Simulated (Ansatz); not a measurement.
Geometry relaxation of ZnO (part 1 of 3)

System: ZnO (slab, 8 atoms in the cell).
Method: DFT, LDA, PAW with Ansatz's default frozen-core files, scalar-relativistic, no spin polarisation (Ansatz 0.2.0).

It belongs to a series of runs on one base structure; here: atoms relaxed, PAW files.

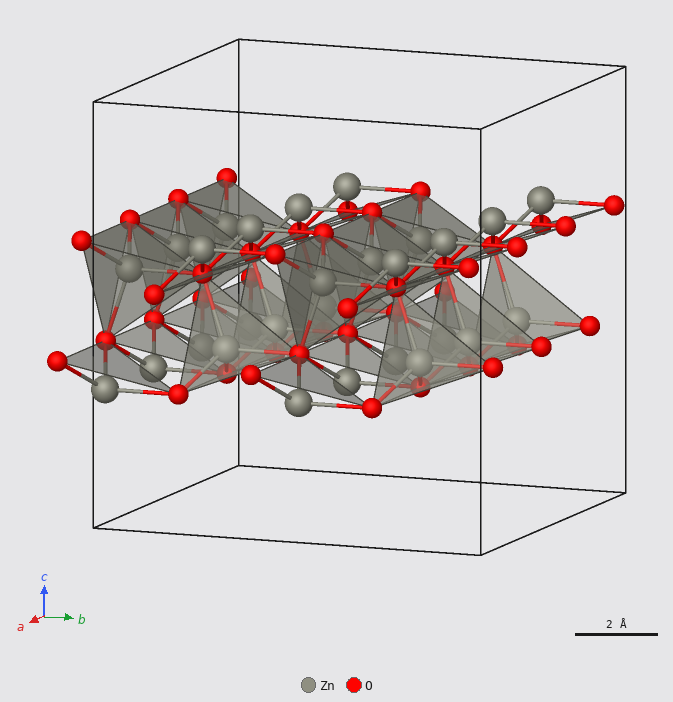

Fig. 1: The structure as given in the input (polyhedral view of the 3 × 2 repeat of the cell, with the vacuum cut short, seen slightly off an axis; polyhedra are completed across the faces of the cell).

The input
```yaml
crystal:
  lattice:
    - [3.1865540094, 0.0, 0.0]
    - [0.0, 5.1530062734, 0.0]
    - [0.0, 0.0, 19.6795]
  atoms:
    - { symbol: Zn, position: [0.0, 0.060826915, 0.4065139958] }
    - { symbol: O, position: [0.0, 0.439173085, 0.4065139958] }
    - { symbol: Zn, position: [0.5, 0.560826915, 0.4532569982] }
    - { symbol: O, position: [0.5, 0.939173085, 0.4532569982] }
    - { symbol: Zn, position: [0.5, 0.060826915, 0.5467430018] }
    - { symbol: O, position: [0.5, 0.439173085, 0.5467430018] }
    - { symbol: Zn, position: [0.0, 0.560826915, 0.5934860042] }
    - { symbol: O, position: [0.0, 0.939173085, 0.5934860042] }
kpoints:
  mp_grid: { grid: [9, 6, 1] }
scf:
  occupations: { method: fermi_dirac, width: 0.02 }
hamiltonian:
  xc: lda
  pseudopotentials: { kind: paw }
output:
  forces: true
  stress: true
  eigenvalues: true
relax:
  f_tol: 0.01
  max_steps: 40
efield:
  axis: 3
  amplitude: 0
  dipole_correction: true
```

Run as:
```bash
ansatz run input.yaml --threads 3 --pin off --max-ram 8192MiB --backend cpu --events-out ev --progress --plain --runs-dir out
```

Log
```
Warning: output.stress: scf.convergence.dr2_threshold = 1e-7 eV (the SCF's general default) is looser than the 8e-10 eV advised for a printed stress (1e-10 eV for each atom of the cell: 8). What an SCF threshold leaves in a stress goes as its square root, and in the free energy as the threshold itself, and one threshold admits the most on a small cell: of the crystals measured, under no hybrid functional and no lock of the moments, on runs that ended without the residual-converged pass, on stresses that held no estimate of that error, the worst erred by over 100 MPa in a component at 1e-7 eV an atom and by under 5 at 1e-10. Every solve of this run answers to scf.convergence.dr2_threshold, and the tensor of one is reported: a single SCF on the reported geometry and on this run's grids (its basis.xc_grid and basis.ecutrho_ratio typed), with scf.convergence.dr2_threshold at 8e-10 eV or tighter, prints it and tightens no other solve. Else set scf.convergence.dr2_threshold to 8e-10 eV or tighter. The threshold is an SCF's pass mark: one that does not reach it within its budget of iterations ends unconverged, or closes short of it on a stop that the run arms, and scf.convergence.dr2_threshold's page says what that costs each kind of run
Engine: ansatz 0.2.0, aarch64-unknown-linux-gnu
Pseudopotentials: kind: paw
Pseudopotential: Zn, paw, valence charge 12, recommended cutoff 420 eV (normal), Zn.paw.azcp
Pseudopotential: O, paw, valence charge 6, recommended cutoff 420 eV (normal), O.paw.azcp
Functional definition: SPW92
  exchange = slater_x
  correlation = pw_c
Crystal: 8 atoms, lattice volume = 323.144 Å³
Basis set: ecut = 420 eV, 6331 PW (Γ)
Bands: 44, of which v1, the nominal top of the filled ones, is band 36 counted from 1 (35 counted from 0)
Symmetry: 2 space group operations
k-points: 20 of 54 (time reversal used)
Non-local potential: Zn, projectors of the file, l = 0: 2, l = 1: 2, l = 2: 3, l = 3: 1
Non-local potential: O, projectors of the file, l = 0: 2, l = 1: 2, l = 2: 1
PAW form: soft (Blöchl's): semilocal exchange-correlation on the pseudo side does not see the compensation charge
PAW frozen core: Zn, regenerated for the run's functional, and the local potential with it (the file was generated under x = pbe(κ = 0.804, μ = 0.2195149727645171), c = pbe(β = 0.06672455060314922))
PAW frozen core: O, regenerated for the run's functional, and the local potential with it (the file was generated under x = pbe(κ = 0.804, μ = 0.2195149727645171), c = pbe(β = 0.06672455060314922))
PAW one-centre angular grid: Zn, 590 points (default); XC on 64 Gauss nodes
PAW one-centre angular grid: O, 110 points (default); XC on 64 Gauss nodes
Initial density: superposition of atomic densities (neutral atoms: chi_scale 0, normalization atom), corrected by the library's trained network
Initial wavefunctions: pseudopotential atomic-orbital guess
Functional: x = slater, c = lda
SCF iter   1: F=—  HF=-15204.845194 eV  |F-HF|=—  |Δ(HF+E_count)|=         —  Δρ=1.02e-2  dr2=3.18e-1  ethr=1.77e-3  p=0.000 e·Å  D=1.09e-13 V/Å  ΔV_dip=-0.00 eV  dr2_dipole=3.50e-8  V_vac-E_F(+/−)=4.85/4.85 eV  ⟨swp⟩=9.9  Hψ=4513  notcnv=0
efield: sawtooth ramp at fractional position 0.9500 (placed from the atoms, in the widest stretch of the axis that holds none; the zero of the levels goes with the place), width 0.1000; the density the first Hamiltonian is built on has a dipole p = 0.000 e·Å; the dipole correction subtracts the counter field D = 1.09e-13 V/Å, which shifts the + side's vacuum level by -0.00 eV against the − side's; the planar-averaged density in the ramp window peaks in size at 9.2e-6 e/Å³
preconditioner: auto → Resta (q_TF=auto, 2.124 Å⁻¹)  ε∞=3.5  [insulator: Δε(μ)=0.394 eV  Ē_g=11.108 eV  σ=0.020 eV  W_gap=1.00  n_scr=44 (ndim 8)  ℏωp=17.5 eV  f_vac=0.665  D(μ)=0.00/eV (n_scr^D=0)  ε∞_Penn≈3.5  vacuum switching on, ρ_ref=8.9e-3 e/Å³]
SCF iter   2: F=—  HF=-15204.777631 eV  |F-HF|=—  |Δ(HF+E_count)|=   6.76e-2  Δρ=4.39e-3  dr2=3.81e-2  ethr=4.41e-4  p=0.000 e·Å  D=2.75e-5 V/Å  ΔV_dip=-0.00 eV  dr2_dipole=3.26e-8  V_vac-E_F(+/−)=5.14/5.14 eV  ⟨swp⟩=2.2  Hψ=1845  notcnv=0  defer=53
SCF iter   3: F=—  HF=-15204.768570 eV  |F-HF|=—  |Δ(HF+E_count)|=   9.06e-3  Δρ=1.07e-3  dr2=2.98e-3  ethr=5.29e-5  p=0.000 e·Å  D=8.36e-6 V/Å  ΔV_dip=-0.00 eV  dr2_dipole=2.49e-9  V_vac-E_F(+/−)=5.06/5.06 eV  ⟨swp⟩=2.0  Hψ=1615  notcnv=0  defer=53
SCF iter   4: F=—  HF=-15204.768224 eV  |F-HF|=—  |Δ(HF+E_count)|=   3.47e-4  Δρ=7.14e-4  dr2=1.19e-3  ethr=4.14e-6  p=-0.000 e·Å  D=-3.49e-6 V/Å  ΔV_dip=0.00 eV  dr2_dipole=4.60e-11  V_vac-E_F(+/−)=5.07/5.07 eV  ⟨swp⟩=3.1  Hψ=1609  notcnv=0  defer=53
SCF iter   5: F=—  HF=-15204.768068 eV  |F-HF|=—  |Δ(HF+E_count)|=   1.55e-4  Δρ=1.05e-4  dr2=2.12e-5  ethr=1.66e-6  p=-0.000 e·Å  D=-4.87e-6 V/Å  ΔV_dip=0.00 eV  dr2_dipole=4.98e-10  V_vac-E_F(+/−)=5.07/5.07 eV  ⟨swp⟩=2.4  Hψ=1612  notcnv=0  defer=53
SCF iter   6: F=—  HF=-15204.768073 eV  |F-HF|=—  |Δ(HF+E_count)|=   4.66e-6  Δρ=5.51e-5  dr2=7.38e-6  ethr=3.47e-9  p=0.000 e·Å  D=1.52e-6 V/Å  ΔV_dip=-0.00 eV  dr2_dipole=9.87e-11  V_vac-E_F(+/−)=5.07/5.07 eV  ⟨swp⟩=15.6  Hψ=5054  notcnv=0
iter 7 did not close the SCF: its close was put off until two iterations running show no level that it waits for move by more than its bar (scf_convergence_deferred on its scf_iter line)
SCF iter   7: F=-15204.768071 eV  HF=-15204.768072 eV  |F-HF|=8.12e-7  |Δ(HF+E_count)|=   1.19e-6  Δρ=2.23e-5  dr2=1.19e-6  ethr=3.47e-9  p=0.000 e·Å  D=1.09e-6 V/Å  ΔV_dip=-0.00 eV  dr2_dipole=3.49e-11  V_vac-E_F(+/−)=5.07/5.07 eV  ⟨swp⟩=5.6  Hψ=4167  notcnv=0
SCF iter   8: F=-15204.768072 eV  HF=-15204.768072 eV  |F-HF|=7.84e-8  |Δ(HF+E_count)|=   1.39e-7  Δρ=7.32e-6  dr2=1.27e-7  ethr=1.65e-9  p=-0.000 e·Å  D=-6.66e-7 V/Å  ΔV_dip=0.00 eV  dr2_dipole=5.18e-12  V_vac-E_F(+/−)=5.07/5.07 eV  ⟨swp⟩=4.2  Hψ=3533  notcnv=0
SCF 1 converged in 8 iterations: F = -15204.768072 eV  dr2 = 1.27e-7
  greatest PAW one-centre occupation: 0.989 electrons in one spin orbital (limit 2), on the Zn atom at site 6 (counted from 0), in its partial waves of l = 2
relax step   1: F+E_penalty+E_count = -15204.76807173 eV  Δ(F+E_penalty+E_count) = +0.000e0 eV  max|allowed force component| = 1.320e0 eV/Å  Δτ_max = 0.0000 Å  (8 SCF iters, dr2 threshold 2.50e-6 eV, accepted)
Initial density: handed on by an earlier stage of this run
Initial wavefunctions: those handed on with the density
iter 1 solved again at ethr=7.19e-5 eV; its pass at ethr=3.10e-3 eV (dr2=5.18e-2 eV) is discarded
SCF iter   1: F=—  HF=-15205.215609 eV  |F-HF|=—  |Δ(HF+E_count)|=         —  Δρ=5.19e-3  dr2=5.08e-2  ethr=7.19e-5  p=-0.000 e·Å  D=-6.66e-7 V/Å  ΔV_dip=0.00 eV  dr2_dipole=9.68e-12  V_vac-E_F(+/−)=4.94/4.94 eV  ⟨swp⟩=2.1  Hψ=3779  notcnv=0  defer=52
efield: sawtooth ramp at fractional position 0.9500 (handed on by an earlier solve), width 0.1000; the density the first Hamiltonian is built on has a dipole p = -0.000 e·Å; the dipole correction subtracts the counter field D = -6.66e-7 V/Å, which shifts the + side's vacuum level by +0.00 eV against the − side's; the planar-averaged density in the ramp window peaks in size at 2.5e-6 e/Å³
preconditioner: auto → Resta (q_TF=auto, 2.124 Å⁻¹)  ε∞=3.4  [insulator: Δε(μ)=0.852 eV  Ē_g=11.383 eV  σ=0.020 eV  W_gap=1.00  n_scr=44 (ndim 8)  ℏωp=17.5 eV  f_vac=0.676  D(μ)=0.00/eV (n_scr^D=0)  ε∞_Penn≈3.4  vacuum switching on, ρ_ref=9.4e-3 e/Å³]
SCF iter   2: F=—  HF=-15205.203346 eV  |F-HF|=—  |Δ(HF+E_count)|=   1.23e-2  Δρ=2.50e-3  dr2=1.59e-2  ethr=7.06e-5  p=0.000 e·Å  D=6.72e-8 V/Å  ΔV_dip=-0.00 eV  dr2_dipole=4.76e-12  V_vac-E_F(+/−)=5.00/5.00 eV  ⟨swp⟩=3.2  Hψ=1637  notcnv=0  defer=52
SCF iter   3: F=—  HF=-15205.200606 eV  |F-HF|=—  |Δ(HF+E_count)|=   2.74e-3  Δρ=1.48e-3  dr2=4.69e-3  ethr=2.20e-5  p=0.000 e·Å  D=5.81e-7 V/Å  ΔV_dip=-0.00 eV  dr2_dipole=1.66e-11  V_vac-E_F(+/−)=5.16/5.16 eV  ⟨swp⟩=2.4  Hψ=1603  notcnv=0  defer=52
SCF iter   4: F=—  HF=-15205.199151 eV  |F-HF|=—  |Δ(HF+E_count)|=   1.46e-3  Δρ=2.41e-4  dr2=2.39e-4  ethr=6.51e-6  p=0.000 e·Å  D=1.18e-7 V/Å  ΔV_dip=-0.00 eV  dr2_dipole=2.06e-12  V_vac-E_F(+/−)=5.16/5.16 eV  ⟨swp⟩=2.0  Hψ=1635  notcnv=0  defer=52
SCF iter   5: F=—  HF=-15205.199241 eV  |F-HF|=—  |Δ(HF+E_count)|=   8.98e-5  Δρ=2.65e-4  dr2=2.11e-4  ethr=3.32e-7  p=0.000 e·Å  D=5.38e-7 V/Å  ΔV_dip=-0.00 eV  dr2_dipole=1.87e-11  V_vac-E_F(+/−)=5.18/5.18 eV  ⟨swp⟩=2.0  Hψ=1594  notcnv=0  defer=52
SCF iter   6: F=-15205.199209 eV  HF=-15205.199206 eV  |F-HF|=3.51e-6  |Δ(HF+E_count)|=   3.46e-5  Δρ=4.76e-5  dr2=7.85e-6  ethr=1.39e-7  p=0.000 e·Å  D=7.68e-8 V/Å  ΔV_dip=-0.00 eV  dr2_dipole=6.33e-13  V_vac-E_F(+/−)=5.19/5.19 eV  ⟨swp⟩=12.4  Hψ=4880  notcnv=0
SCF 2 converged in 6 iterations: F = -15205.199209 eV  dr2 = 7.85e-6
  greatest PAW one-centre occupation: 0.989 electrons in one spin orbital (limit 2), on the Zn atom at site 0 (counted from 0), in its partial waves of l = 2
relax step   2: F+E_penalty+E_count = -15205.19920950 eV  Δ(F+E_penalty+E_count) = -4.311e-1 eV  max|allowed force component| = 9.573e-1 eV/Å  Δτ_max = 0.1426 Å  (6 SCF iters, dr2 threshold 1.00e-4 eV, accepted)
SCF iter   1: F=—  HF=-15205.547100 eV  |F-HF|=—  |Δ(HF+E_count)|=         —  Δρ=8.05e-3  dr2=1.30e-1  ethr=1.48e-3  p=0.000 e·Å  D=7.68e-8 V/Å  ΔV_dip=-0.00 eV  dr2_dipole=1.96e-15  V_vac-E_F(+/−)=5.06/5.06 eV  ⟨swp⟩=5.6  Hψ=2864  notcnv=0  defer=5
efield: sawtooth ramp at fractional position 0.9500 (handed on by an earlier solve), width 0.1000; the density the first Hamiltonian is built on has a dipole p = 0.000 e·Å; the dipole correction subtracts the counter field D = 7.68e-8 V/Å, which shifts the + side's vacuum level by -0.00 eV against the − side's; the planar-averaged density in the ramp window peaks in size at 4.7e-6 e/Å³
preconditioner: auto → Resta (q_TF=auto, 2.124 Å⁻¹)  ε∞=3.2  [insulator: Δε(μ)=1.232 eV  Ē_g=11.738 eV  σ=0.020 eV  W_gap=1.00  n_scr=44 (ndim 8)  ℏωp=17.5 eV  f_vac=0.686  D(μ)=0.00/eV (n_scr^D=0)  ε∞_Penn≈3.2  vacuum switching on, ρ_ref=1.0e-2 e/Å³]
SCF iter   2: F=—  HF=-15205.517993 eV  |F-HF|=—  |Δ(HF+E_count)|=   2.91e-2  Δρ=3.67e-3  dr2=3.50e-2  ethr=1.80e-4  p=-0.000 e·Å  D=-3.27e-7 V/Å  ΔV_dip=0.00 eV  dr2_dipole=5.84e-13  V_vac-E_F(+/−)=5.07/5.07 eV  ⟨swp⟩=3.4  Hψ=1869  notcnv=0  defer=52
SCF iter   3: F=—  HF=-15205.511373 eV  |F-HF|=—  |Δ(HF+E_count)|=   6.62e-3  Δρ=1.95e-3  dr2=9.36e-3  ethr=4.86e-5  p=-0.000 e·Å  D=-1.81e-7 V/Å  ΔV_dip=0.00 eV  dr2_dipole=3.42e-12  V_vac-E_F(+/−)=5.17/5.17 eV  ⟨swp⟩=3.0  Hψ=1535  notcnv=0  defer=52
SCF iter   4: F=—  HF=-15205.509530 eV  |F-HF|=—  |Δ(HF+E_count)|=   1.84e-3  Δρ=6.54e-4  dr2=1.29e-3  ethr=1.30e-5  p=-0.000 e·Å  D=-8.27e-8 V/Å  ΔV_dip=0.00 eV  dr2_dipole=1.92e-10  V_vac-E_F(+/−)=5.22/5.22 eV  ⟨swp⟩=2.0  Hψ=1644  notcnv=0  defer=52
SCF iter   5: F=—  HF=-15205.509356 eV  |F-HF|=—  |Δ(HF+E_count)|=   1.74e-4  Δρ=2.51e-4  dr2=2.25e-4  ethr=1.80e-6  p=-0.000 e·Å  D=-2.06e-6 V/Å  ΔV_dip=0.00 eV  dr2_dipole=1.21e-10  V_vac-E_F(+/−)=5.23/5.23 eV  ⟨swp⟩=2.0  Hψ=1653  notcnv=0  defer=52
SCF iter   6: F=-15205.509383 eV  HF=-15205.509384 eV  |F-HF|=1.23e-6  |Δ(HF+E_count)|=   2.81e-5  Δρ=7.52e-5  dr2=2.06e-5  ethr=7.96e-8  p=0.000 e·Å  D=1.71e-7 V/Å  ΔV_dip=-0.00 eV  dr2_dipole=2.28e-11  V_vac-E_F(+/−)=5.24/5.24 eV  ⟨swp⟩=12.2  Hψ=4854  notcnv=0
SCF 3 converged in 6 iterations: F = -15205.509383 eV  dr2 = 2.06e-5
  greatest PAW one-centre occupation: 0.988 electrons in one spin orbital (limit 2), on the Zn atom at site 0 (counted from 0), in its partial waves of l = 2
relax step   3: F+E_penalty+E_count = -15205.50938274 eV  Δ(F+E_penalty+E_count) = -3.102e-1 eV  max|allowed force component| = 8.498e-1 eV/Å  Δτ_max = 0.1936 Å  (6 SCF iters, dr2 threshold 5.73e-5 eV, accepted)
```
